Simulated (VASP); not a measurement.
## Run report: Fe, band-structure run (part 1 of 2)

- system: Fe (Im-3m, 1 atom in the cell)
- method: Kohn-Sham DFT of a periodic cell, LDA, VASP PAW LDA potentials, recommended, spin-polarised (VASP 6.6.1)

The structure derives from an entry of the Crystallography Open Database.

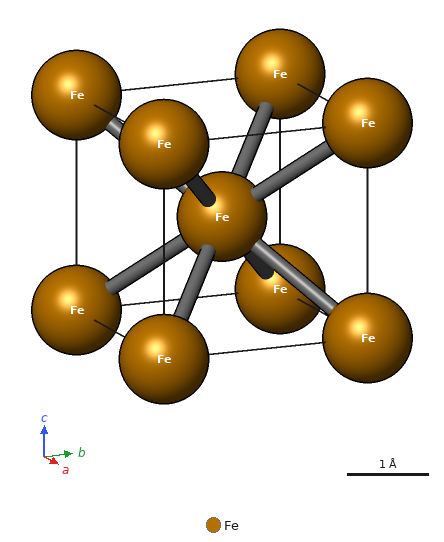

*The structure (ball-and-stick view of the cell 2 times as large as that of the calculation, set on its symmetry axes, seen slightly off an axis).*

Near neighbours in the crystal (not all of them lie inside the picture): Fe has 8 Fe at 2.38 Å.

Summary

| quantity | value |
| --- | --- |
| outcome | converged |
| space group (tolerance 0.01 Å) | Im-3m (229) |
| electrons treated | 8 |
| free energy | −9.2245 eV |
| Fermi energy of the self-consistent step | 6.767 eV |
| gap on the k-point mesh | none (metallic) |
| gap on the band path | 0.00 eV |
| net moment of the cell | 1.95 μB |
| pressure | 0.04 GPa |
| largest force (length of the vector) | under 0.001 eV/Å |
| hardware | 1 thread of Intel Xeon (Granite Rapids), 64 GiB of memory available, shared host |
| wall time | 26 s |
| peak memory | 0.18 GiB |

INCAR
```
ALGO     = Normal         # electronic algorithm
AMIX     = 0.2          
AMIX_MAG = 0.8          
BMIX     = 1E-4         
BMIX_MAG = 1E-4         
EDIFF    = 1E-7           # SCF threshold, eV
ENCUT    = 520            # plane-wave cutoff, eV
ISIF     = 2              # what is computed and relaxed
ISMEAR   = 1              # smearing method
ISPIN    = 2              # spin polarisation
LASPH    = True           # aspherical terms in the spheres
LCHARG   = False          # write CHGCAR
LMAXMIX  = 4              # l up to which the mixer works
LORBIT   = 11             # projections on sites
LREAL    = False          # projectors in reciprocal space
LWAVE    = False          # write WAVECAR
MAGMOM   = 2.5            # initial moments
NBANDS   = 14             # bands
NELM     = 150            # most SCF steps
PREC     = Accurate       # precision mode
SIGMA    = 0.1            # smearing width, eV
```

KPOINTS
```
k-points
0
Gamma
  18 18 18
```

KPOINTS_OPT
```
explicit points
61
Reciprocal
 0.0000000000  0.0000000000  0.0000000000 1
 0.0555555556 -0.0555555556  0.0555555556 1
 0.1111111111 -0.1111111111  0.1111111111 1
 0.1666666667 -0.1666666667  0.1666666667 1
 0.2222222222 -0.2222222222  0.2222222222 1
 0.2777777778 -0.2777777778  0.2777777778 1
 0.3333333333 -0.3333333333  0.3333333333 1
 0.3888888889 -0.3888888889  0.3888888889 1
 0.4444444444 -0.4444444444  0.4444444444 1
 0.5000000000 -0.5000000000  0.5000000000 1
 0.5000000000 -0.5000000000  0.5000000000 1
 0.4444444444 -0.4444444444  0.5000000000 1
 0.3888888889 -0.3888888889  0.5000000000 1
 0.3333333333 -0.3333333333  0.5000000000 1
 0.2777777778 -0.2777777778  0.5000000000 1
 0.2222222222 -0.2222222222  0.5000000000 1
 0.1666666667 -0.1666666667  0.5000000000 1
 0.1111111111 -0.1111111111  0.5000000000 1
 0.0555555556 -0.0555555556  0.5000000000 1
 0.0000000000  0.0000000000  0.5000000000 1
 0.0000000000  0.0000000000  0.5000000000 1
 0.0000000000  0.0000000000  0.4444444444 1
 0.0000000000  0.0000000000  0.3888888889 1
 0.0000000000  0.0000000000  0.3333333333 1
 0.0000000000  0.0000000000  0.2777777778 1
 0.0000000000  0.0000000000  0.2222222222 1
 0.0000000000  0.0000000000  0.1666666667 1
 0.0000000000  0.0000000000  0.1111111111 1
 0.0000000000  0.0000000000  0.0555555556 1
 0.0000000000  0.0000000000  0.0000000000 1
 0.0000000000  0.0000000000  0.0000000000 1
 0.0277777778  0.0277777778  0.0277777778 1
 0.0555555556  0.0555555556  0.0555555556 1
 0.0833333333  0.0833333333  0.0833333333 1
 0.1111111111  0.1111111111  0.1111111111 1
 0.1388888889  0.1388888889  0.1388888889 1
 0.1666666667  0.1666666667  0.1666666667 1
 0.1944444444  0.1944444444  0.1944444444 1
 0.2222222222  0.2222222222  0.2222222222 1
 0.2500000000  0.2500000000  0.2500000000 1
 0.2500000000  0.2500000000  0.2500000000 1
 0.2777777778  0.1666666667  0.2777777778 1
 0.3055555556  0.0833333333  0.3055555556 1
 0.3333333333  0.0000000000  0.3333333333 1
 0.3611111111 -0.0833333333  0.3611111111 1
 0.3888888889 -0.1666666667  0.3888888889 1
 0.4166666667 -0.2500000000  0.4166666667 1
 0.4444444444 -0.3333333333  0.4444444444 1
 0.4722222222 -0.4166666667  0.4722222222 1
 0.5000000000 -0.5000000000  0.5000000000 1
 0.2500000000  0.2500000000  0.2500000000 1
 0.2222222222  0.2222222222  0.2777777778 1
 0.1944444444  0.1944444444  0.3055555556 1
 0.1666666667  0.1666666667  0.3333333333 1
 0.1388888889  0.1388888889  0.3611111111 1
 0.1111111111  0.1111111111  0.3888888889 1
 0.0833333333  0.0833333333  0.4166666667 1
 0.0555555556  0.0555555556  0.4444444444 1
 0.0277777778  0.0277777778  0.4722222222 1
 0.0000000000  0.0000000000  0.5000000000 1
 0.0000000000  0.0000000000  0.0000000000 1
```

POSCAR
```
Fe                                      
1.0
   -1.3731950906      1.3731950906      1.3731950906
    1.3731950906     -1.3731950906      1.3731950906
    1.3731950906      1.3731950906     -1.3731950906
  Fe            
     1
Direct
     0.0000000000000000    0.0000000000000000    0.0000000000000000
```

Command:
```bash
cat potpaw_LDA.64/Fe/POTCAR > POTCAR
mpirun -np 1 vasp_std > vasp.out
```

OSZICAR
```
N       E                     dE             d eps       ncg     rms          rms(c)
DAV:   1     0.201019155788E+02    0.20102E+02   -0.37631E+03 12226   0.730E+02
DAV:   2    -0.946344583884E+01   -0.29565E+02   -0.27311E+02 11862   0.130E+02
DAV:   3    -0.103628469369E+02   -0.89940E+00   -0.88229E+00 13434   0.232E+01
DAV:   4    -0.103658023394E+02   -0.29554E-02   -0.29552E-02 12774   0.119E+00
DAV:   5    -0.103658159772E+02   -0.13638E-04   -0.13639E-04 13362   0.835E-02    0.129E+01
DAV:   6    -0.942758165045E+01    0.93823E+00   -0.24829E+00 14358   0.202E+01    0.623E+00
DAV:   7    -0.925516233946E+01    0.17242E+00   -0.11998E+00 14838   0.125E+01    0.314E+00
DAV:   8    -0.924748642907E+01    0.76759E-02   -0.78249E-03 13112   0.105E+00    0.266E+00
DAV:   9    -0.923351109242E+01    0.13975E-01   -0.27697E-03 14162   0.469E-01    0.156E+00
DAV:  10    -0.922473574876E+01    0.87753E-02   -0.81217E-03 13446   0.135E+00    0.405E-01
DAV:  11    -0.922451495890E+01    0.22079E-03   -0.12198E-03 13554   0.392E-01    0.506E-02
DAV:  12    -0.922451751827E+01   -0.25594E-05   -0.16846E-05 14116   0.378E-02    0.241E-02
DAV:  13    -0.922451717922E+01    0.33905E-06   -0.10877E-06 14342   0.120E-02    0.121E-02
DAV:  14    -0.922451759241E+01   -0.41319E-06   -0.52413E-07 11566   0.820E-03    0.379E-03
DAV:  15    -0.922451760624E+01   -0.13831E-07   -0.98012E-08  6120   0.365E-03
   1 F= -.92245176E+01 E0= -.92246210E+01  d E =0.310272E-03  mag=     1.9517
       N       E                     dE             ncg
DAV:   1     0.550815085606E+04   -0.17475E+05     3612
DAV:   2     0.357997566983E+04   -0.19282E+04     3710
DAV:   3     0.352020021051E+04   -0.59775E+02     4332
DAV:   4     0.351997248894E+04   -0.22772E+00     4090
DAV:   5     0.351997129713E+04   -0.11918E-02     4214
DAV:   6     0.351997128726E+04   -0.98678E-05     4076
DAV:   7     0.351997128718E+04   -0.82350E-07     3532
```

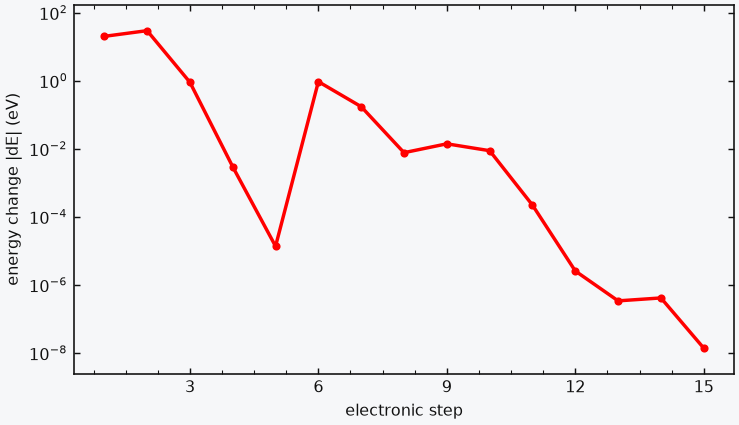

*Convergence of the self-consistent field: energy change |dE| against the electronic step.*

It takes 15 electronic steps. The density is held fixed in the first few steps, and dE rises again when its update begins.

Parts of OUTCAR
```
AMIX = 0.2
   AMIX_MAG = 0.8
   EDIFF = 1E-7
   ENCUT = 520
   ISIF = 2
   ISMEAR = 1
   ISPIN = 2
   LASPH = True
   LORBIT = 11
   LREAL = False
   NELM = 150
   PREC = Accurate

 ion  position               nearest neighbor table
   1  0.000  0.000  0.000-

  LATTYP: Found a body centered cubic cell.
 ALAT       =     2.7463901812

  Lattice vectors:

 A1 = (  -1.3731950906,   1.3731950906,   1.3731950906)
 A2 = (   1.3731950906,  -1.3731950906,   1.3731950906)
 A3 = (   1.3731950906,   1.3731950906,  -1.3731950906)

Analysis of symmetry for initial positions (statically):
=====================================================================
 Subroutine PRICEL returns:
 Original cell was already a primitive cell.

 Routine SETGRP: Setting up the symmetry group for a
 body centered cubic supercell.

 Subroutine GETGRP returns: Found 48 space group operations
 (whereof 48 operations were pure point group operations)
 out of a pool of 48 trial point group operations.

The static configuration has the point symmetry O_h .

Analysis of symmetry for dynamics (positions and initial velocities):
=====================================================================
 Subroutine PRICEL returns:
 Original cell was already a primitive cell.

 Routine SETGRP: Setting up the symmetry group for a
 body centered cubic supercell.

 Subroutine GETGRP returns: Found 48 space group operations
 (whereof 48 operations were pure point group operations)
 out of a pool of 48 trial point group operations.

The dynamic configuration has the point symmetry O_h .

Analysis of structural, dynamic, and magnetic symmetry:
=====================================================================
 Subroutine PRICEL returns:
 Original cell was already a primitive cell.

 Routine SETGRP: Setting up the symmetry group for a
 body centered cubic supercell.

 Subroutine GETGRP returns: Found 48 space group operations
 (whereof 48 operations were pure point group operations)
 out of a pool of 48 trial point group operations.

The overall configuration has the point symmetry O_h .

 Subroutine INISYM returns: Found 48 space group operations
 (whereof 48 operations are pure point group operations),
 and found     1 'primitive' translations

----------------------------------------------------------------------------------------

                                     Primitive cell

  volume of cell :      10.3575

  direct lattice vectors                    reciprocal lattice vectors
    -1.373195091  1.373195091  1.373195091     0.000000000  0.364114322  0.364114322
     1.373195091 -1.373195091  1.373195091     0.364114322  0.000000000  0.364114322
     1.373195091  1.373195091 -1.373195091     0.364114322  0.364114322  0.000000000

  length of vectors
     2.378443666  2.378443666  2.378443666     0.514935413  0.514935413  0.514935413

  position of ions in fractional coordinates (direct lattice)
     0.000000000  0.000000000  0.000000000

  ion indices of the primitive-cell ions
   primitive index   ion index
                 1           1

----------------------------------------------------------------------------------------

 KPOINTS: k-points

Automatic generation of k-mesh.
 Grid dimensions read from file:
 generate k-points for:   18   18   18

 Generating k-lattice:

  Cartesian coordinates                     Fractional coordinates (reciprocal lattice)
     0.000000000  0.020228573  0.020228573     0.055555556  0.000000000  0.000000000
     0.020228573  0.000000000  0.020228573     0.000000000  0.055555556  0.000000000
     0.020228573  0.020228573  0.000000000     0.000000000  0.000000000  0.055555556

  Length of vectors
     0.028607523  0.028607523  0.028607523

  Shift w.r.t. Gamma in fractional coordinates (k-lattice)
     0.000000000  0.000000000  0.000000000

 Subroutine IBZKPT returns following result:
 ===========================================

 Found    195 irreducible k-points:

 Following reciprocal coordinates:
            Coordinates               Weight
  0.000000  0.000000  0.000000      1.000000
  0.055556  0.000000  0.000000     12.000000
  0.111111  0.000000  0.000000     12.000000
  0.166667  0.000000  0.000000     12.000000
  0.222222  0.000000  0.000000     12.000000
  0.277778  0.000000  0.000000     12.000000
  0.333333  0.000000  0.000000     12.000000
  0.388889  0.000000  0.000000     12.000000
  0.444444  0.000000  0.000000     12.000000
  0.500000  0.000000  0.000000      6.000000
  0.055556  0.055556  0.000000     24.000000
  0.111111  0.055556  0.000000     48.000000
  0.166667  0.055556  0.000000     48.000000
  0.222222  0.055556  0.000000     48.000000
  0.277778  0.055556 -0.000000     48.000000
  0.333333  0.055556  0.000000     48.000000
  0.388889  0.055556  0.000000     48.000000
  0.444444  0.055556  0.000000     48.000000
  0.111111  0.111111  0.000000     24.000000
  0.166667  0.111111  0.000000     48.000000
  0.222222  0.111111 -0.000000     48.000000
  0.277778  0.111111 -0.000000     48.000000
  0.333333  0.111111  0.000000     48.000000
  0.388889  0.111111  0.000000     48.000000
 [... further k-points ...]
```
